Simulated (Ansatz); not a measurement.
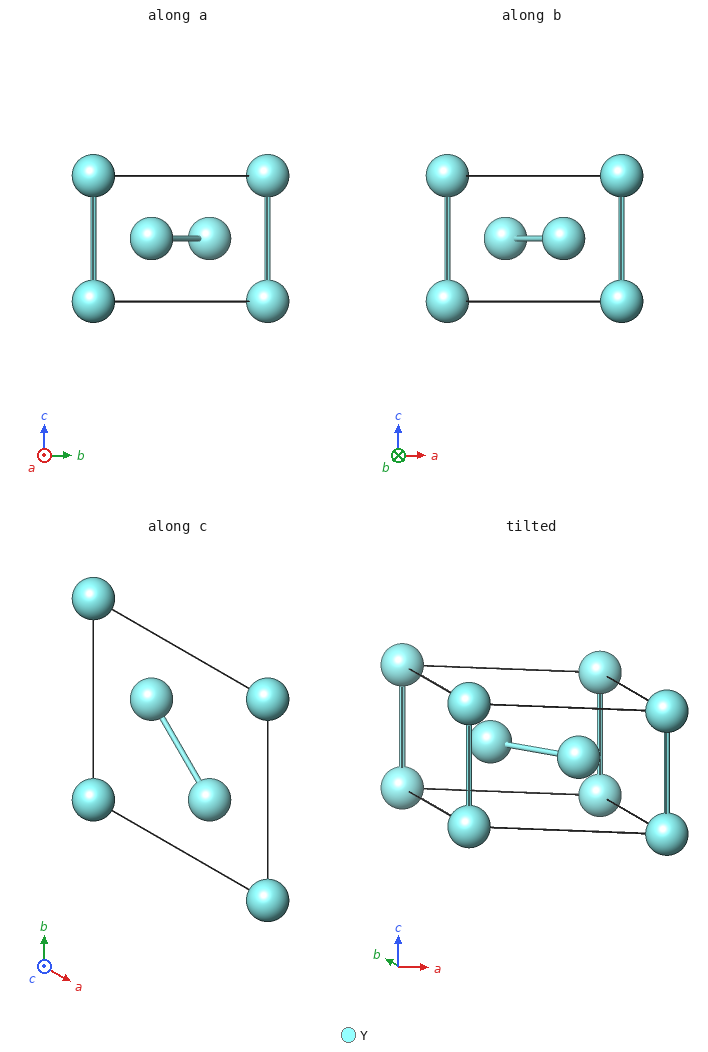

A ball-and-stick rendering, viewed along the a axis, along the b axis, along the c axis and slightly off an axis. The lines enclose the conventional unit cell; boundary atoms appear with their images.

Lattice parameters: a = 5.631 Å, b = 5.631 Å, c = 3.515 Å, α = 90.00°, β = 90.00°, γ = 120.00°. Put a along x and b in the xy plane.

**Reconstruct the structure as a POSCAR file.**

```
Y
1.0
     5.631    0.000    0.000
    -2.815    4.876    0.000
     0.000    0.000    3.515
Y
3
Direct
  0.0000 0.0000 0.0000
  0.3333 0.6667 0.5000
  0.6667 0.3333 0.5000
```

It derives from a structure type filled with this element by a generator (whether the element takes this form wasn't checked). Earlier steps of the study may have refined or changed the cell and positions. Ansatz was used for an electronic-structure calculation on it.
